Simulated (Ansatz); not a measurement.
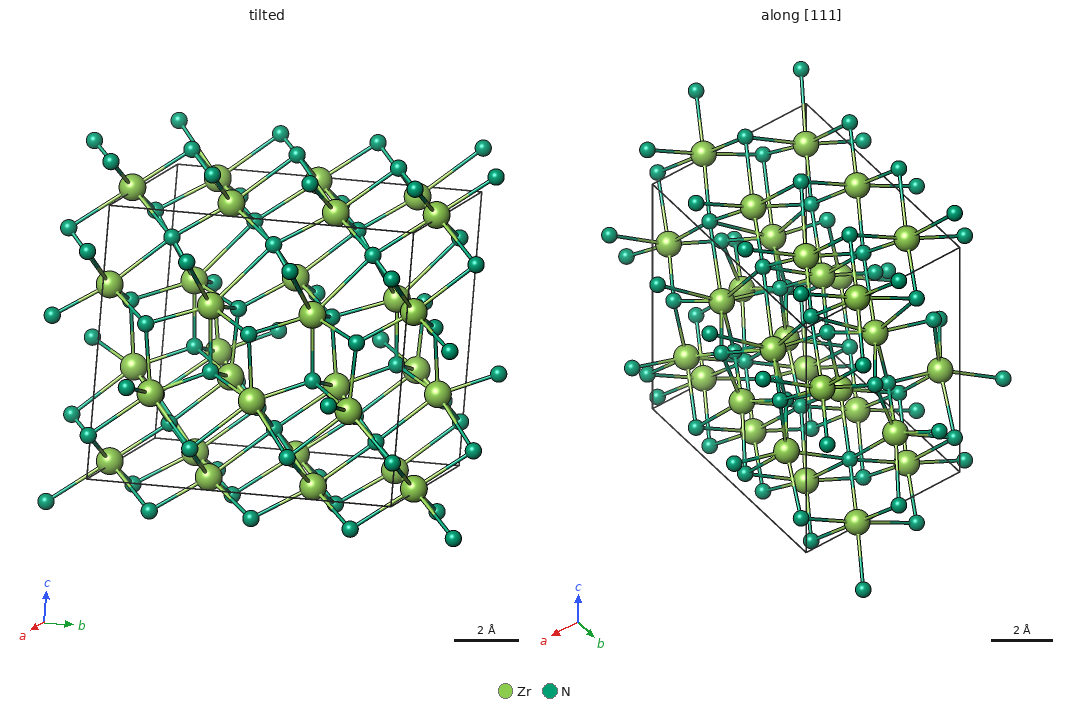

Structure drawing (ball-and-stick), viewed slightly off an axis and along [111]. The conventional unit cell is drawn as a box. Some atoms of the next cells are drawn as well. Cell: a = 5.962 Å, b = 10.326 Å, c = 8.698 Å, α = 90.00°, β = 103.21°, γ = 90.00°.

In words:

- The stoichiometry is Zr9N11.
- The symmetry is that of Cm (No. 8), on a base-centred monoclinic lattice.
- Atoms per cell: 40 (18 Zr, 22 N).
- Within bonding distance, the neighbour counts come to Zr 6 to 7 (mean 6.2) and N 4 to 6 (mean 5.1). Not all metal-metal contacts are counted.

Provenance: a structure listed in the Materials Project. The atoms were relaxed in a fixed cell with Ansatz 0.2.0, DFT PBE, scalar-relativistic, plane waves, PAW.

At this level of theory the cell isn't at rest (compressed, at 8 GPa), so its distances can differ from those at equilibrium, the more so the softer the solid.
